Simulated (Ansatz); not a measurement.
Ti$_{24}$O$_{49}$: several calculations on one system

### Relaxation

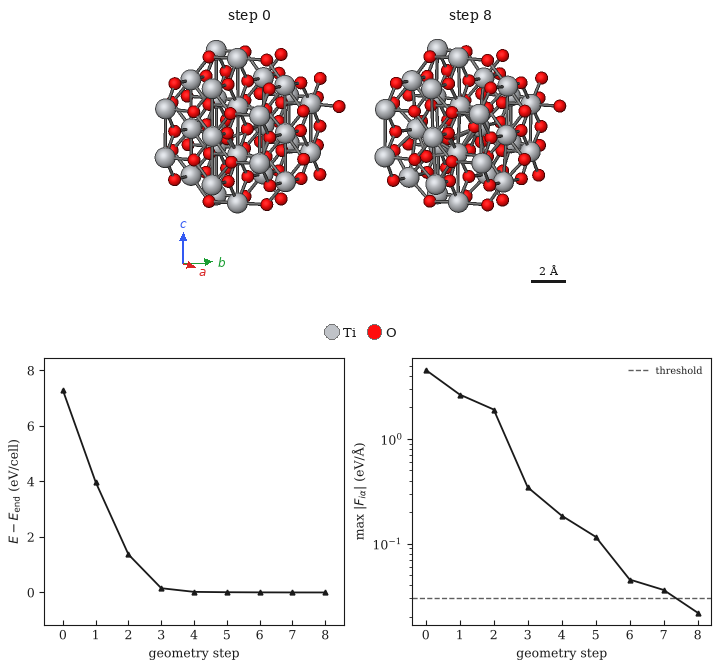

First and last geometry of a relaxation of a defect cell of composition Ti24O49 (cell charge −2), with the history of the run. The picture is a ball-and-stick view of the atoms within 5.8 Å of the atom that moves most (axes of the cell of the calculation (origin shifted)), seen slightly off an axis.

All numbers below come from DFT, PBEsol, PAW, plane waves (Ansatz 0.2.0). Settings: plane-wave cutoff 420 eV; k-point mesh 1 × 1 × 1; mesh shifted by (0.25, 0.25, 0.25); no spin polarisation; atoms relaxed in a fixed cell; force threshold 0.03 eV/Å; at most 80 steps.

Read the history and describe the run.

Answer. It converged. The energy falls by 7.292 eV per cell of the calculation in 8 geometry steps. Largest force component: 4.6 eV/Å at the start, 0.022 eV/Å at the end. The atom that moves furthest is an O atom (0.48 Å along [2 2 1]). Largest moves by element: O 0.48 Å, Ti 0.37 Å. The lattice vectors keep their values. Near-neighbour distances that change, for instance: Ti–Ti 3.629 → 3.097 Å, Ti–Ti 3.575 → 3.103 Å, O–O 1.802 → 2.250 Å, O–O 1.824 → 2.246 Å. Among the angles between lasting bonds that change: Ti–O–Ti 133.0° → 106.4°, Ti–O–Ti 130.6° → 106.3°, Ti–O–Ti 130.7° → 106.6°. The run took 7.5 s on 1 × NVIDIA GB200 with 8 threads of Arm Neoverse-V2, peak memory 1.8 GiB.

Limits of the set-up: the cell is charged, on a uniform background, and energies carry no finite-size correction.

### Relaxation

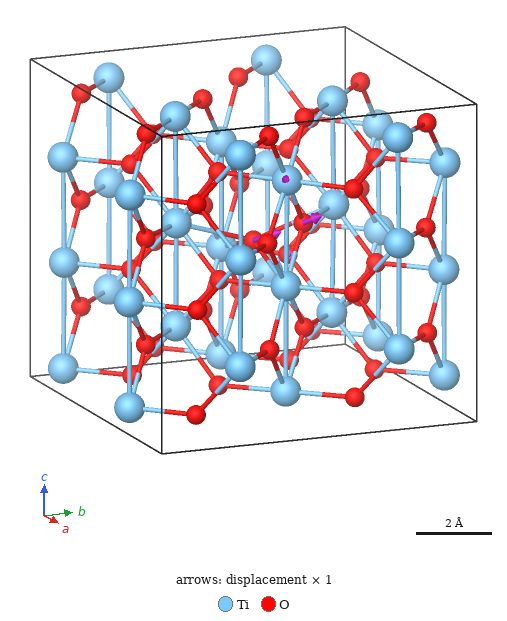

A relaxation of a defect cell of composition Ti₂₄O₄₉. The starting structure is drawn; purple arrows show the displacements, at their true length.

A ball-and-stick model of the cell of the calculation (origin shifted), seen slightly off an axis.

Computed with Ansatz, DFT, PBEsol, PAW, plane waves. Settings: plane-wave cutoff 420 eV; k-point mesh 1 × 1 × 1; mesh shifted by (0.25, 0.25, 0.25); no spin polarisation; atoms relaxed in a fixed cell; force threshold 0.03 eV/Å; at most 80 steps.

Which element moves most?

Answer. Oxygen: up to 0.98 Å, against 0.22 Å for titanium.

What did the optimiser do to the structure, and how much energy did it gain?

Answer. After 15 geometry steps the energy has fallen by 5.974 eV per cell of the calculation. Largest force component: 3.4 eV/Å at the start, 0.025 eV/Å at the end. The atom that moves furthest is an O atom (0.98 Å roughly along [2 1 1]). By element the largest moves are O 0.98 Å, Ti 0.22 Å. The cell doesn't change. Some distances before and after: O–Ti 2.374 → 3.323 Å, O–O 1.801 → 2.597 Å, O–O 1.802 → 2.392 Å, O–O 1.824 → 2.358 Å. Bonds break, among them: O–Ti (2.37 → 3.32 Å). Among the angles between lasting bonds that change: Ti–O–Ti 95.6° → 127.6°, Ti–O–Ti 133.0° → 112.9°, Ti–O–Ti 130.4° → 123.2°. Cost: 11 s on 1 × NVIDIA GB200 with 8 threads of Arm Neoverse-V2, peak memory 1.8 GiB.

### Defect

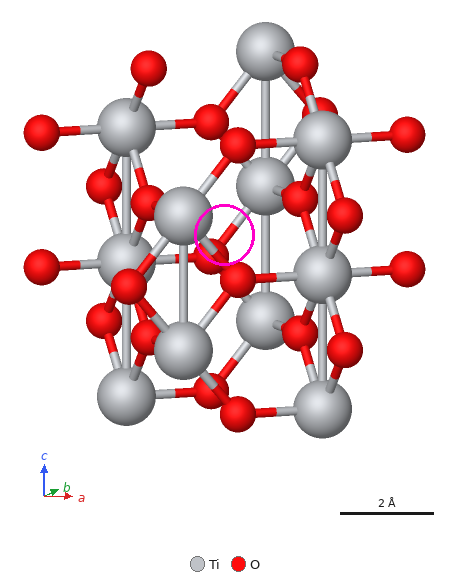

Perfect TiO$_{2}$. The picture is a ball-and-stick view of the atoms within 4.6 Å of one point, in a slice 5.0 Å thick across the line of sight, seen slightly off an axis.

All numbers below come from Ansatz, DFT, PBEsol, PAW, plane waves. (plane-wave cutoff 420 eV; k-point mesh 1 × 1 × 1; mesh shifted by (0.25, 0.25, 0.25); no spin polarisation) Fermi-Dirac smearing of 0.01 eV. A uniform background neutralises the charged cell. The axes drawn are those of the host's conventional cell.

An extra oxygen atom is put between the host's atoms (an interstitial) at the ringed place, in charge state −2. The supercell has 72 sites, and the atoms are relaxed at the host's cell.

Q: How do the neighbours respond?

A: The O atom starts with 4 O at 1.81 to 1.82 Å around its place and ends with 4 Ti at 2.08 to 2.09 Å, 4 O at 2.25 Å. Of the host's atoms, an oxygen atom moves furthest from its site, by 0.44 Å.

The relaxed defect, seen from the same direction:

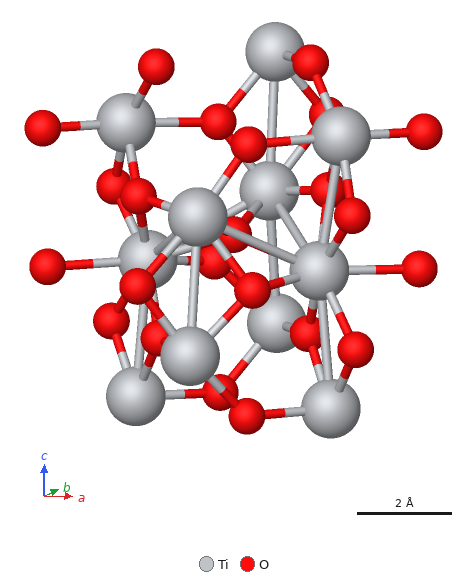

Limits of the set-up: the cell is charged, on a uniform background, and energies carry no finite-size correction.
